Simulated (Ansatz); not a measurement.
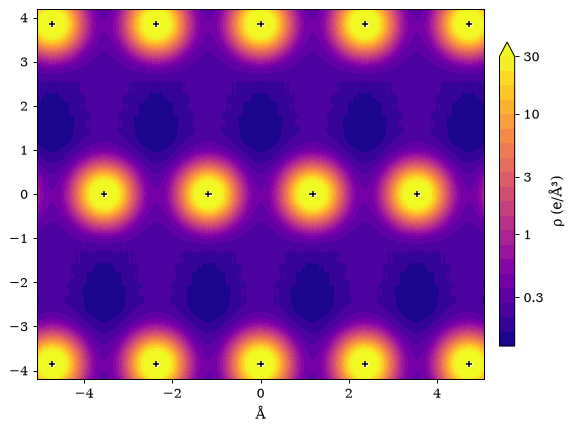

The valence charge density (pseudo) on a plane through atoms (crosses mark nuclei in the plane).

The calculation used Ansatz 0.2.0, DFT PBEsol, scalar-relativistic, plane waves, PAW.

Candidates:
A. F, a = 6.03 Å, b = 3.58 Å, c = 6.79 Å, α = 90.00°, β = 96.65°, γ = 90.00°. Space group C2/c.
B. Cu, a = 2.36 Å, b = 7.70 Å, c = 2.64 Å, α = 90.00°, β = 90.00°, γ = 90.00°. Space group Cmcm; a structure from a database of computed crystals, not necessarily the ambient phase; computed without spin polarisation.
C. Br, a = 7.19 Å, b = 4.03 Å, c = 8.53 Å, α = 90.00°, β = 90.10°, γ = 90.00°. Space group C2/c.

### Which candidate gave the map?

Candidate B: Cu on the (001) plane of the conventional cell, which holds Cu. Cu–Cu (2.36 Å): ρ at the midpoint is about 0.36 e/Å³.
